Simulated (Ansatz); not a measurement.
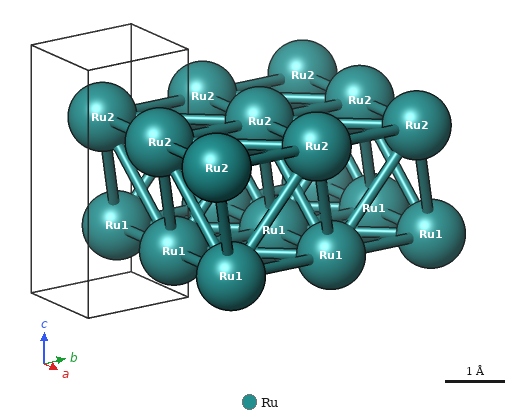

This is a symmetric starting cell of Ru. The picture is a ball-and-stick view of the cell of the calculation, repeated 3 × 3 × 1 with one cell outlined, seen slightly off an axis.

Computed with DFT PBE, scalar-relativistic, plane waves, PAW in Ansatz. Set-up: plane-wave cutoff 420 eV; k-point mesh 18 × 18 × 10; occupations gaussian; smearing width 0.1 eV; no spin polarisation.

Change: The cell is strained by −0.3 % along c and +5.7 % across it (volume +11.3 %), the atoms keeping their fractional coordinates. No relaxation follows. The starting cell wasn't computed here and needn't be at equilibrium, so pressure and forces aren't due to the change alone.

> What does the calculation give for the changed structure?

The pressure is −21.7 GPa (not all of it need come from the change, since the unchanged cell can be under pressure at this level too). The principal stresses (compression positive) are −11.2 GPa along c and −26.9 GPa across it. All forces vanish by symmetry. Near-neighbour distances before and after: Ru–Ru 2.706 → 2.859 Å, Ru–Ru 2.650 → 2.698 Å. The space group stays P6_3/mmc (No. 194).

Drawn alike, the variant:

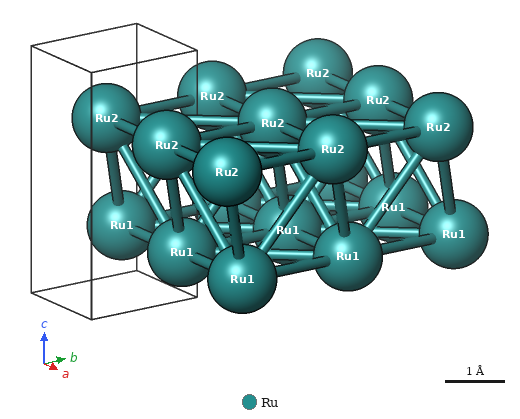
